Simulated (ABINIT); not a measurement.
## Positron calculation of ZnSe (part 2 of 2)

The same run, continued: ZnSe (F-43m, 2 atoms in the cell); Kohn-Sham DFT of a periodic cell, PBE, JTH PAW PBE v2.0, no spin polarisation (ABINIT 10.8.3); cutoff 435.38 eV, 6×6×6 k-mesh, fermi-dirac of 0.05 eV. The structure derives from an entry of the Crystallography Open Database.

Geometry of the input (Å; fractional positions):
```
0.0000  2.8338  2.8338
2.8338  0.0000  2.8338
2.8338  2.8338  0.0000
Se 0.7500  0.7500  0.7500
Zn 0.0000  0.0000  0.0000
```

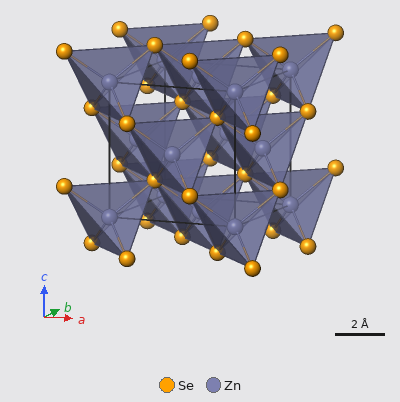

The structure (polyhedral view of the cell 4 times as large as that of the calculation, set on its symmetry axes, seen slightly off an axis; polyhedra are completed across the faces of the cell).

## What the program printed, continued
```
 cartesian forces (hartree/bohr) at end:
    1     -0.00000000000000    -0.00000000000000     0.00000000000000
    2      0.00000000000000     0.00000000000000    -0.00000000000000
 frms,max,avg= 1.8805151E-31 2.9462010E-31   0.000E+00  0.000E+00  0.000E+00 h/b

 cartesian forces (eV/Angstrom) at end:
    1     -0.00000000000000    -0.00000000000000     0.00000000000000
    2      0.00000000000000     0.00000000000000    -0.00000000000000
 frms,max,avg= 9.6699975E-30 1.5149974E-29   0.000E+00  0.000E+00  0.000E+00 e/A
 length scales=  1.889726125908  1.889726125908  1.889726125908 bohr
              =  1.000000000000  1.000000000000  1.000000000000 angstroms
 Fermi (or HOMO) energy (hartree) =   0.11978   Average Vxc (hartree)=  -0.33701
 Eigenvalues (hartree) for nkpt=  16  k points:
 kpt#   1, nband= 13, wtk=  0.00463, kpt=  0.0000  0.0000  0.0000 (reduced coord)
  -0.39233   -0.14517   -0.14517   -0.14517   -0.13157   -0.13157    0.09517    0.09517
   0.09517    0.14231    0.30835    0.30835    0.30835
      occupation numbers for kpt#   1
   2.00000    2.00000    2.00000    2.00000    2.00000    2.00000    2.00000    2.00000
   2.00000    0.00001    0.00000    0.00000    0.00000
 prteigrs : prtvol=0 or 1, do not print more k-points.

--- !EnergyTerms
iteration_state     : {dtset: 1, }
comment             : Components of total free energy in Hartree
kinetic             :  9.94690192789289E+00
hartree             :  2.21597313565997E+01
xc                  : -8.05801949816496E+00
Ewald energy        : -4.39185504154984E+01
psp_core            :  2.31142131522212E+00
local_psp           : -7.60016892150619E+01
PAW spherical_terms :  1.96203102062694E+01
internal            : -7.39398943227412E+01
'-kT*entropy'       : -2.24441023171468E-09
total_energy        : -7.39398943249856E+01
total_energy_eV     : -2.01200702346420E+03
...

--- !EnergyTermsDC
iteration_state     : {dtset: 1, }
comment             : '"Double-counting" decomposition of free energy'
band_energy         : -2.06446170405319E+00
Ewald energy        : -4.39185504154984E+01
psp_core            :  2.31142131522212E+00
xc_dc               : -2.45102916923987E+01
PAW spherical_terms : -5.75801231577950E+00
internal            : -7.39398948125077E+01
'-kT*entropy'       : -2.24441023171468E-09
total_energy_dc     : -7.39398948147521E+01
total_energy_dc_eV  : -2.01200703679143E+03
...

--- !EnergyTermsWithPAWCore
iteration_state     : {dtset: 1, }
comment             : 'Components of total free energy, including PAW core contributions'
Total energy        : -4.22620140070182E+03
Total energy DC     : -4.22620140119159E+03
Total energy (eV)   : -1.15000798667803E+05
Total energy DC (eV): -1.15000798681130E+05
...

 Cartesian components of stress tensor (hartree/bohr^3)
  sigma(1 1)= -6.28732833E-05  sigma(3 2)=  0.00000000E+00
  sigma(2 2)= -6.28732833E-05  sigma(3 1)=  0.00000000E+00
  sigma(3 3)= -6.28732833E-05  sigma(2 1)=  0.00000000E+00

-Cartesian components of stress tensor (GPa)         [Pressure=  1.8498E+00 GPa]
- sigma(1 1)= -1.84979586E+00  sigma(3 2)=  0.00000000E+00
- sigma(2 2)= -1.84979586E+00  sigma(3 1)=  0.00000000E+00
- sigma(3 3)= -1.84979586E+00  sigma(2 1)=  0.00000000E+00

================================================================================
== DATASET  2 ==================================================================

--- !DatasetInfo
iteration_state: {dtset: 2, }
dimensions: {natom: 2, nkpt: 1, mband: 1, nsppol: 1, nspinor: 1, nspden: 1, mpw: 471, }
cutoff_energies: {ecut:  16.0, pawecutdg:  32.0, }
electrons: {nelect:   1.00000000E+00, charge:   0.00000000E+00, occopt:   2.00000000E+00, tsmear:   1.00000000E-02, }
meta: {optdriver: 0, ionmov: 0, optcell: 0, iscf: 17, paral_kgb: 0, }
...

 mkfilename : getden/=0, take file _DEN from output of DATASET   1.

 Exchange-correlation functional for the present dataset will be:
  GGA: Perdew-Burke-Ernzerhof functional - ixc=11
  J.P.Perdew, K.Burke, M.Ernzerhof, PRL 77, 3865 (1996)

 Real(R)+Recip(G) space primitive vectors, cartesian coordinates (Bohr,Bohr^-1):
 R(1)=  0.0000000  5.3551059  5.3551059  G(1)= -0.0933688  0.0933688  0.0933688
 R(2)=  5.3551059  0.0000000  5.3551059  G(2)=  0.0933688 -0.0933688  0.0933688
 R(3)=  5.3551059  5.3551059  0.0000000  G(3)=  0.0933688  0.0933688 -0.0933688
 Unit cell volume ucvol=  3.0713845E+02 bohr^3
 Angles (23,13,12)=  6.00000000E+01  6.00000000E+01  6.00000000E+01 degrees

 Coarse grid specifications (used for wave-functions):

 getcut: wavevector=  0.0000  0.0000  0.0000  ngfft=  30  30  30
         ecut(hartree)=     16.000   => boxcut(ratio)=   2.20239

 getcut : COMMENT -
  Note that boxcut > 2.2 ; recall that boxcut=Gcut(box)/Gcut(sphere) = 2
  is sufficient for exact treatment of convolution.
  Such a large boxcut is a waste : you could raise ecut
  e.g. ecut=   19.402164 Hartrees makes boxcut=2

 Fine grid specifications (used for densities):

 getcut: wavevector=  0.0000  0.0000  0.0000  ngfft=  40  40  40
         ecut(hartree)=     32.000   => boxcut(ratio)=   2.07413

--- Pseudopotential description ------------------------------------------------
- pspini: atom type   1  psp file is ./Se.GGA_PBE-JTH.xml
 Pseudopotential format is: paw10
 basis_size (lnmax)=  4 (lmn_size=  8), orbitals=   0   0   1   1
 Spheres core radius: rc_sph= 2.21132333
 Shapefunction is BESSEL type: shapef(r,l)=aa(1,l)*jl(q(1,l)*r)+aa(2,l)*jl(q(2,l)*r)
 Radius for shape functions =  2.00656599
 Compensation charge density is not taken into account in XC energy/potential

- pspini: atom type   2  psp file is ./Zn.GGA_PBE-JTH.xml
 Pseudopotential format is: paw10
 basis_size (lnmax)=  6 (lmn_size= 18), orbitals=   0   0   1   1   2   2
 Spheres core radius: rc_sph= 2.30769763
 Shapefunction is SIN type: shapef(r)=[sin(pi*r/rshp)/(pi*r/rshp)]**2
 Radius for shape functions =  1.80965103
 Compensation charge density is not taken into account in XC energy/potential

--------------------------------------------------------------------------------

================================================================================

--- !BeginCycle
iteration_state: {dtset: 2, }
solver: {iscf: 17, nstep: 80, nline: 4, wfoptalg: 10, }
tolerances: {toldfe: 1.00E-09, }
...

     iter   Etot(hartree)      deltaE(h)  residm     nres2
 ETOT  1  -73.645544020389    -7.365E+01 1.171E+02 2.247E-01
 ETOT  2  -73.767295967794    -1.218E-01 2.615E+01 1.316E-01
 ETOT  3  -73.793750640112    -2.645E-02 5.154E-01 3.005E-02
 ETOT  4  -73.817307402611    -2.356E-02 1.067E+01 1.526E-02
 ETOT  5  -73.843179723689    -2.587E-02 4.867E-01 1.515E-02
 ETOT  6  -73.892615459195    -4.944E-02 1.131E+01 4.779E-02
 ETOT  7  -74.055588210289    -1.630E-01 4.017E-01 1.020E-01
 ETOT  8  -74.208769427054    -1.532E-01 2.338E+00 1.031E-01
 ETOT  9  -74.254313097040    -4.554E-02 5.752E-01 1.098E-01
 ETOT 10  -74.273240168617    -1.893E-02 7.890E+00 1.280E-01
 ETOT 11  -74.282526430807    -9.286E-03 3.799E-02 1.036E-01
 ETOT 12  -74.286773899856    -4.247E-03 1.322E+00 2.892E-01
 ETOT 13  -74.288744872409    -1.971E-03 1.664E-02 2.038E-01
 ETOT 14  -74.289251620784    -5.067E-04 3.376E-01 2.924E-02
 ETOT 15  -74.289676542819    -4.249E-04 4.084E-03 2.273E-02
 ETOT 16  -74.289903022215    -2.265E-04 9.365E-02 2.312E-02
 ETOT 17  -74.290540015538    -6.370E-04 8.956E-04 3.902E-02
 ETOT 18  -74.290100804554     4.392E-04 2.273E-02 2.926E-03
 ETOT 19  -74.290136380776    -3.558E-05 1.796E-04 1.959E-03
 ETOT 20  -74.290158922440    -2.254E-05 4.884E-03 1.371E-03
 ETOT 21  -74.290161791053    -2.869E-06 4.381E-05 1.110E-03
 ETOT 22  -74.290165960947    -4.170E-06 1.209E-03 2.571E-04
 ETOT 23  -74.290166838128    -8.772E-07 1.071E-05 7.288E-07
 ETOT 24  -74.290168889659    -2.052E-06 3.096E-04 1.254E-07
 ETOT 25  -74.290169401191    -5.115E-07 2.872E-06 7.317E-08
 ETOT 26  -74.290169657240    -2.560E-07 8.175E-05 5.546E-09
 ETOT 27  -74.290169789548    -1.323E-07 7.577E-07 9.280E-09
 ETOT 28  -74.290169856998    -6.745E-08 2.161E-05 1.291E-08
 ETOT 29  -74.290169891986    -3.499E-08 2.005E-07 2.072E-08
 ETOT 30  -74.290169909853    -1.787E-08 5.719E-06 4.619E-09
 ETOT 31  -74.290169919121    -9.268E-09 5.318E-08 3.711E-09
 ETOT 32  -74.290169923770    -4.649E-09 1.515E-06 2.670E-10
 ETOT 33  -74.290169926197    -2.427E-09 1.413E-08 2.237E-11
 ETOT 34  -74.290169927442    -1.245E-09 4.024E-07 1.168E-10
 ETOT 35  -74.290169928090    -6.482E-10 3.759E-09 2.136E-10
 ETOT 36  -74.290169928438    -3.477E-10 1.069E-07 3.611E-10

 At SCF step   36, etot is converged :
  for the second time, diff in etot=  3.477E-10 < toldfe=  1.000E-09

--- !ResultsGS
iteration_state: {dtset: 2, }
comment   : Summary of ground state results
lattice_vectors:
- [  0.0000000,   5.3551059,   5.3551059, ]
- [  5.3551059,   0.0000000,   5.3551059, ]
- [  5.3551059,   5.3551059,   0.0000000, ]
lattice_lengths: [   7.57326,    7.57326,    7.57326, ]
lattice_angles: [ 60.000,  60.000,  60.000, ] # degrees, (23, 13, 12)
lattice_volume:   3.0713845E+02
convergence: {deltae: -3.477E-10, res2:  3.611E-10, residm:  1.069E-07, diffor:  0.000E+00, }
etotal    :  -7.42901699E+01
entropy   :   0.00000000E+00
fermie    :  -3.50276442E-01
cartesian_stress_tensor: null
pressure_GPa: null
xred      :
- [  7.5000E-01,   7.5000E-01,   7.5000E-01, Se]
- [  0.0000E+00,   0.0000E+00,   0.0000E+00, Zn]
cartesian_forces: null
force_length_stats: {min: null, max: null, mean: null, }
...

 Integrated electronic density in atomic spheres:
 ------------------------------------------------
 Atom  Sphere_radius  Integrated_density
    1        2.21132          0.03765133
    2        2.30770          0.04334207

--------------------------------------------------------------------------------
 Results for electron-positron annihilation:

 # Zero-positron density limit of Arponen and Pajanne fitted by Sterne & Kaiser
   + GGA corrections
   Ref.: P.A. Sterne and J.H. Kaiser, Phys. Rev. B 43, 13892 (1991)
         B. Barbiellini, M.J. Puska, T. Torsti and R.M. Nieminen, Phys. Rev. B 51, 7341 (1995)
 # Enhancement factor of Sterne & Kaiser
   Ref.: P.A. Sterne and J.H. Kaiser, Phys. Rev. B 43, 13892 (1991)

 Positron lifetime                         (ps)   =  2.57674342E+02
 Positron lifetime with IPM for core elec. (ps)   =  2.59595075E+02
 Annihilation rate                         (ns-1) =  3.88086758E+00
 Annihilation rate with IPM for core elec. (ns-1) =  3.85215320E+00

 Annihilation rate core/valence decomposition:
   Core    contribution to ann.rate          (ns-1) =  2.06504334E-01
   Valence contribution to ann.rate          (ns-1) =  3.67436324E+00
   Core    contribution to ann.rate with IPM (ns-1) =  1.63678174E-01
   Valence contribution to ann.rate with IPM (ns-1) =  3.68847502E+00

 Annihilation rate PAW decomposition:
   Plane-wave contribution to ann.rate          (ns-1) =  3.75867667E+00
   Plane-wave valence contribution to ann.rate  (ns-1) =  3.66945002E+00
   On-site core contribution to ann.rate        (ns-1) =  1.17277683E-01
   On-site valence contribution to ann.rate     (ns-1) =  4.91322361E-03
   Plane-wave contribution to ann.rate with IPM (ns-1) =  3.72984779E+00
   Plane-wave core contrb. to ann.rate with IPM (ns-1) =  4.51001735E-02

      (*) IPM=Independent particle Model

================================================================================

 ----iterations are completed or convergence reached----

 Mean square residual over all n,k,spin=   10.691E-08; max=  10.691E-08
 reduced coordinates (array xred) for    2 atoms
       0.750000000000      0.750000000000      0.750000000000
       0.000000000000      0.000000000000      0.000000000000
 rms dE/dt=  0.0000E+00; max dE/dt=  0.0000E+00; dE/dt below (all hartree)
    1       0.000000000000      0.000000000000      0.000000000000
    2       0.000000000000      0.000000000000      0.000000000000

 cartesian coordinates (angstrom) at end:
    1      4.25070000000000     4.25070000000000     4.25070000000000
    2      0.00000000000000     0.00000000000000     0.00000000000000
 length scales=  1.889726125908  1.889726125908  1.889726125908 bohr
              =  1.000000000000  1.000000000000  1.000000000000 angstroms
 Fermi (or HOMO) energy (hartree) =  -0.35028   Average Vxc (hartree)=  -0.28336
 Eigenvalues (hartree) for nkpt=   1  k points:
 kpt#   1, nband=  1, wtk=  1.00000, kpt=  0.0000  0.0000  0.0000 (reduced coord)
  -0.35028

--- !EnergyTerms
iteration_state     : {dtset: 2, }
comment             : Components of total free energy in Hartree
kinetic             :  8.90749368076878E-02
local_psp           : -7.65526324390052E-01
PAW spherical_terms :  1.80215091565061E-02
positronic          : -6.58429878425870E-01
electronic          : -7.39398948147521E+01
electron_positron_interaction:  3.08153587616068E-01
total_energy        : -7.42901711055619E+01
total_energy_eV     : -2.02153854023346E+03
...

--- !EnergyTermsDC
iteration_state     : {dtset: 2, }
comment             : '"Double-counting" decomposition of free energy'
band_energy         : -3.50276441840781E-01
PAW spherical_terms :  0.00000000000000E+00
electron_positron_dc: -3.08152259461354E-01
positronic          : -6.58428701302149E-01
electronic          : -7.39398948147521E+01
electron_positron_interaction:  3.08153587616068E-01
total_energy_dc     : -7.42901699284382E+01
total_energy_dc_eV  : -2.02153850820229E+03
...

== END DATASET(S) ==============================================================
================================================================================

 -outvars: echo values of variables after computation  --------
            acell      1.8897261259E+00  1.8897261259E+00  1.8897261259E+00 Bohr
           etotal1    -7.3939894815E+01
           etotal2    -7.4290169928E+01
            fcart1    -9.8206698504E-32 -9.8206698504E-32  2.9462009551E-31
                       9.8206698504E-32  9.8206698504E-32 -2.9462009551E-31
            fcart2     9.9999999999E+99  9.9999999999E+99  9.9999999999E+99
                       9.9999999999E+99  9.9999999999E+99  9.9999999999E+99
            rprim      0.0000000000E+00  2.8338000000E+00  2.8338000000E+00
                       2.8338000000E+00  0.0000000000E+00  2.8338000000E+00
                       2.8338000000E+00  2.8338000000E+00  0.0000000000E+00
           strten1    -6.2873283345E-05 -6.2873283345E-05 -6.2873283345E-05
                       0.0000000000E+00  0.0000000000E+00  0.0000000000E+00
           strten2     9.9999999999E+99  9.9999999999E+99  9.9999999999E+99
                       9.9999999999E+99  9.9999999999E+99  9.9999999999E+99
           xangst      4.2507000000E+00  4.2507000000E+00  4.2507000000E+00
                       0.0000000000E+00  0.0000000000E+00  0.0000000000E+00
             xred      7.5000000000E-01  7.5000000000E-01  7.5000000000E-01
                       0.0000000000E+00  0.0000000000E+00  0.0000000000E+00
 Calculation completed.
```

## Results in brief

| quantity | value |
| --- | --- |
| outcome | converged |
| space group (tolerance 0.01 Å) | F-43m (216) |
| electrons treated | 18 |
| free energy | −2012.0070 eV |
| positron lifetime (one of the program's estimates) | 257.7 ps |
| Fermi energy | 3.259 eV |
| gap on the k-point mesh | 1.28 eV |
| pressure | 1.85 GPa |
| largest force (length of the vector) | under 0.001 eV/Å |
| wall time | 14 s |
| peak memory | 0.08 GiB |

## Notes

Points of doubt noted for this run: cutoff too low for stress; PAW basis incomplete for positron.
